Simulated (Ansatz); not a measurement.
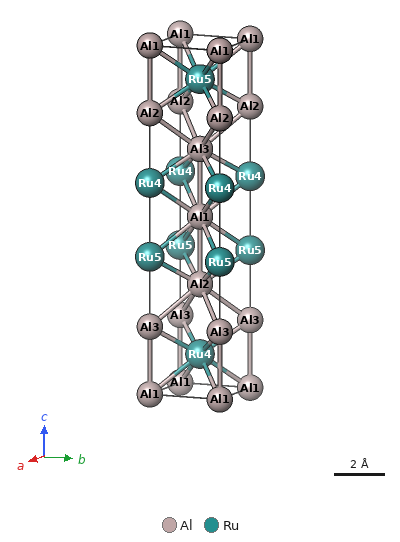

Figure 1. The input geometry (ball-and-stick view of the cell 2 times as large as that of the calculation, set on its symmetry axes, seen slightly off an axis; atoms are numbered from 1 in the order of the input). An atom can appear more than once, as a periodic image.

## Al₃Ru₂: single-point calculation

The run: single-point calculation of Al₃Ru₂ (I4/mmm, 5 atoms in the cell). Method and program: DFT PBEsol, scalar-relativistic, plane waves, PAW, no spin polarisation (Ansatz 0.2.0).

The structure derives from a Materials Project entry. Figures and captions count atoms from 1; the log counts them from 0 in places.

What the program printed
```
basis.fft_grid_basis auto: the FFT boxes are laid along the combinations [[1, 0, 1], [0, 1, 1], [0, 0, 1]] of the cell's own vectors, 3.078, 3.078 and 7.467 Å long. The dense box has 24×24×50 points. Along the cell's own vectors, as sized, it would have 50×50×50, 4.34 times as many. Of the 16 symmetry operations that the crystal satisfies within crystal.symmetry.tolerance (time reversal apart; of a slab, those that keep its plane) the dense box along the cell's own vectors carries 16, and the one as laid loses 12 of those. basis.fft_grid_basis: typed keeps the cell's own vectors: state it where this run's energies or levels are differenced outside the engine with another run's, or held beside a run that keeps those vectors.
Engine: ansatz 0.2.0, aarch64-unknown-linux-gnu
Pseudopotentials: kind: paw
Pseudopotential: Al, paw, valence charge 3, recommended cutoff 420 eV (normal), Al.paw.azcp
Pseudopotential: Ru, paw, valence charge 16, recommended cutoff 420 eV (normal), Ru.paw.azcp
Functional definition: PBEsol
  exchange = pbesol_x
  correlation = pbesol_c
Crystal: 5 atoms, lattice volume = 67.666 Å³
Basis set: ecut = 420 eV, 1331 PW (Γ), FFT grids on a1+a3, a2+a3, a3, exchange–correlation on 48×48×100 points (8 copies of the dense FFT grid, shifted against one another)
Bands: 26, of which v1, the nominal top of the filled ones, is band 21 counted from 1 (20 counted from 0)
Symmetry: 16 space group operations
Space group: I4/mmm (ITA 139), of the structure as read, at distance tolerance 4.1e-5 Å
k-points: 59 of 512
Non-local potential: Al, projectors of the file, l = 0: 2, l = 1: 2, l = 2: 1
Non-local potential: Ru, projectors of the file, l = 0: 3, l = 1: 2, l = 2: 2, l = 3: 1
PAW form: soft (Blöchl's): semilocal exchange-correlation on the pseudo side does not see the compensation charge
PAW frozen core: Al, regenerated for the run's functional, and the local potential with it (the file was generated under x = pbe(κ = 0.804, μ = 0.2195149727645171), c = pbe(β = 0.06672455060314922))
PAW frozen core: Ru, regenerated for the run's functional, and the local potential with it (the file was generated under x = pbe(κ = 0.804, μ = 0.2195149727645171), c = pbe(β = 0.06672455060314922))
PAW one-centre angular grid: Al, 110 points (default); XC on 64 Gauss nodes
PAW one-centre angular grid: Ru, 590 points (default); XC on 64 Gauss nodes
Initial density: superposition of atomic densities (neutral atoms: chi_scale 0, normalization atom), corrected by the library's trained network
Initial wavefunctions: pseudopotential atomic-orbital guess
Functional: x = pbesol(κ = 0.804, μ = 0.12345679012345678), c = pbesol(β = 0.046)
SCF iter   1: F=—  HF=-13210.023239 eV  |F-HF|=—  |Δ(HF+E_count)|=         —  Δρ=4.79e-3  dr2=2.33e-2  ethr=1.77e-3  ⟨swp⟩=6.4  Hψ=7140  notcnv=0
preconditioner: auto → Kerker (q_TF=auto, 2.510 Å⁻¹)  [metal: Δε(μ)=0.064 eV  Ē_g=6.615 eV  σ=0.100 eV  W_gap=0.35  n_scr=20 (ndim 8)  ℏωp=22.6 eV  f_vac=0.000  D(μ)=1.06/eV (n_scr^D=2)]
SCF iter   2: F=—  HF=-13210.019461 eV  |F-HF|=—  |Δ(HF+E_count)|=   3.78e-3  Δρ=2.65e-3  dr2=8.50e-3  ethr=5.69e-5  ⟨swp⟩=1.0  Hψ=2006  notcnv=0
SCF iter   3: F=—  HF=-13210.017401 eV  |F-HF|=—  |Δ(HF+E_count)|=   2.06e-3  Δρ=4.35e-4  dr2=1.74e-4  ethr=2.07e-5  ⟨swp⟩=2.0  Hψ=2055  notcnv=0
SCF iter   4: F=—  HF=-13210.017346 eV  |F-HF|=—  |Δ(HF+E_count)|=   5.58e-5  Δρ=1.07e-4  dr2=9.55e-6  ethr=4.26e-7  ⟨swp⟩=2.2  Hψ=2482  notcnv=0
SCF iter   5: F=—  HF=-13210.017316 eV  |F-HF|=—  |Δ(HF+E_count)|=   2.94e-5  Δρ=2.80e-5  dr2=5.99e-7  ethr=2.33e-8  ⟨swp⟩=2.3  Hψ=2240  notcnv=0
SCF iter   6: F=-13210.017316 eV  HF=-13210.017316 eV  |F-HF|=2.19e-8  |Δ(HF+E_count)|=   2.12e-7  Δρ=7.39e-6  dr2=3.29e-8  ethr=2.44e-10  ⟨swp⟩=7.9  Hψ=7224  notcnv=0
SCF 1 converged in 6 iterations: F = -13210.017316 eV  dr2 = 3.29e-8
  greatest PAW one-centre occupation: 0.999 electrons in one spin orbital (limit 2), on the Ru atom at site 4 (counted from 0), in its partial waves of l = 0
SCF converged after 6 iterations
Free energy (F): -13210.017316 eV
Harris-Foulkes:  -13210.017316 eV  (|F-HF|=2.19e-8)
Internal energy: -13210.011681 eV  (E = F + TS)
E sigma→0 (E₀):  -13210.014499 eV
Entropy (-TS):   -0.005635 eV (-1.127 meV/atom)
Fermi energy:    14.515565 eV
--- Per-component energies (eV) ---
  E_band       = -268.784889
  E_kinetic    = 1111.785690
  E_local      = -4087.963957  (includes V_loc(G=0)·N_el)
  E_nonlocal   = 722.915481
  E_hartree    = 1507.484769
  E_xc         = -502.300550
  E_vxc        = -571.530761  (∫ρ·V_xc dr)
  E_paw        = -8165.545628  (= ΣΔE_a)
  E_vpaw       = -458.956485  (= ΣTr[D̂ρ^β])
  E_aug_tail   = -0.000385  (compensation charges beyond the density's cutoff)
  E_ewald      = -3796.951110
  E_core_change = 0.564009  (= ΣΔE_core)
  E_smearing   = -0.005635  (= −TS)
  E_closure    = -0.000000  (closes the sum)
  Σ components = -13210.017316   (vs F -13210.017316, Δ=0.00e0)
--- Forces (eV/Å), atoms counted from 1 ---
  atom   1  Al    -0.00000000     0.00000000     0.00000000
  atom   2  Al     0.00000000     0.00000000     0.08865730
  atom   3  Al    -0.00000000     0.00000000    -0.08865730
  atom   4  Ru     0.00000000    -0.00000000     0.06174466
  atom   5  Ru     0.00000000     0.00000000    -0.06174466
  max |Σ_I F_I| component: 4.16e-17 eV/Å
--- Stress (GPa, compression-positive) ---
       -0.739925       0.000000       0.000000
        0.000000      -0.739925       0.000000
        0.000000      -0.000000      -1.679503
  P = ⅓ Tr σ = -1.0531 GPa (-10.531 kbar)
--- Band table (eV; the first three rows and the last of 59) ---
  k-point 0: bands = ["-57.1478", "-57.1411", "-27.2421", "-27.1694", "-27.1694", "-27.1615", "-27.1615", "-27.1482", "4.3056", "7.2496", "7.4727", "10.9310", "11.1953", "11.4558", "13.1454", "13.2742", "13.2742", "13.7881", "13.7881", "14.4303", "14.5677", "17.9983", "19.2758", "20.0485", "20.0485", "20.6271"]
  k-point 1: bands = ["-57.1446", "-57.1379", "-27.2367", "-27.1914", "-27.1898", "-27.1829", "-27.1817", "-27.1439", "4.8298", "7.5661", "8.0374", "11.1364", "11.3871", "11.5793", "12.8335", "12.9871", "13.4076", "13.4318", "13.5737", "13.7519", "13.9859", "18.3503", "18.4455", "19.2708", "19.5332", "19.8398"]
  k-point 2: bands = ["-57.1371", "-57.1305", "-27.2422", "-27.2389", "-27.2325", "-27.2302", "-27.2242", "-27.1338", "6.2832", "8.3861", "9.3108", "11.2870", "11.4347", "11.5918", "12.3450", "12.4834", "12.6884", "12.9389", "13.2701", "13.4852", "13.9708", "17.1379", "17.7828", "18.3979", "19.3729", "20.3154"]
  k-point 58: bands = ["-57.1478", "-57.1411", "-27.2404", "-27.1694", "-27.1694", "-27.1615", "-27.1615", "-27.1499", "4.7688", "5.5913", "9.3601", "10.5675", "11.1020", "11.5675", "12.6977", "13.0540", "13.0540", "14.1294", "14.1294", "14.4464", "14.5509", "16.9965", "18.9567", "18.9568", "20.3373", "21.6811"]
```

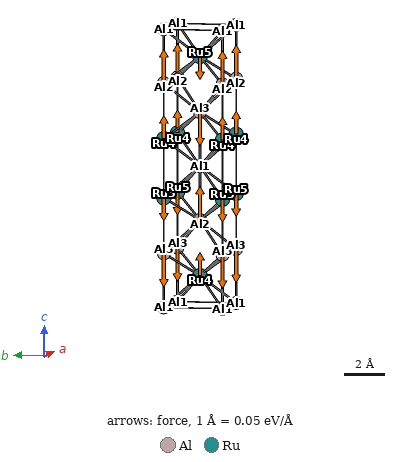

Figure 2. Forces on the atoms as orange arrows (ball-and-stick view of the cell 2 times as large as that of the calculation, set on its symmetry axes, seen at an oblique angle; atoms are numbered from 1 in the order of the input). The largest act on Al2, Al3 (0.09 eV/Å); Ru4, Ru5 (0.06 eV/Å). The geometry is not a stationary point of this energy.

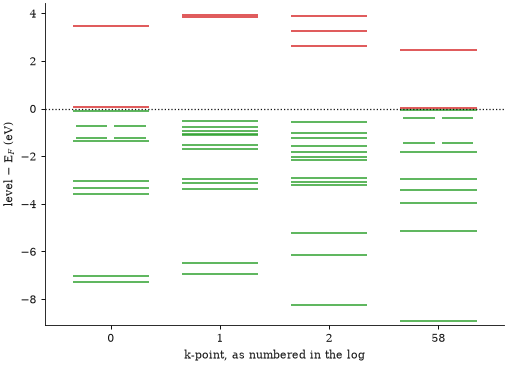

Figure 3. Kohn–Sham levels near the Fermi level (dotted) at the few k-points that the log prints; levels within 0.02 eV of each other stand side by side. The system is metallic on the full mesh.

The run was set up as follows.

The input
```yaml
crystal:
  lattice:
    - [-1.538900875, 1.538900875, 7.14310203]
    - [1.538900875, -1.538900875, 7.14310203]
    - [1.538900875, 1.538900875, -7.14310203]
  atoms:
    - { symbol: Al, position: [0.0, 0.0, 0.0] }
    - { symbol: Al, position: [0.80618462, 0.80618462, 0.0] }
    - { symbol: Al, position: [0.19381538, 0.19381538, 0.0] }
    - { symbol: Ru, position: [0.60586857, 0.60586857, 0.0] }
    - { symbol: Ru, position: [0.39413143, 0.39413143, 0.0] }
basis:
  ecutwfc: 420
kpoints:
  mp_grid: { grid: [8, 8, 8] }
hamiltonian:
  xc: pbesol
scf:
  occupations: { method: gaussian, width: 0.1 }
output:
  forces: true
  stress: true
  eigenvalues: true
```

Run as:
```bash
ansatz run input.yaml --threads 2 --pin off --max-ram 5120MiB --backend cpu --events-out ev --progress --plain --runs-dir out
```

Summary

```tsv
quantity	value
outcome	converged
space group (tolerance 0.01 Å)	I4/mmm (139)
electrons treated	41
free energy	−13210.0173 eV
Fermi energy	14.516 eV
gap on the k-point mesh	none (metallic)
pressure	−1.05 GPa
largest force (length of the vector)	0.089 eV/Å
hardware	2 threads of Arm Neoverse V2, 24 GiB of memory available, shared host
wall time	2.4 s (CPU time 4.6 s)
peak memory	0.37 GiB
```
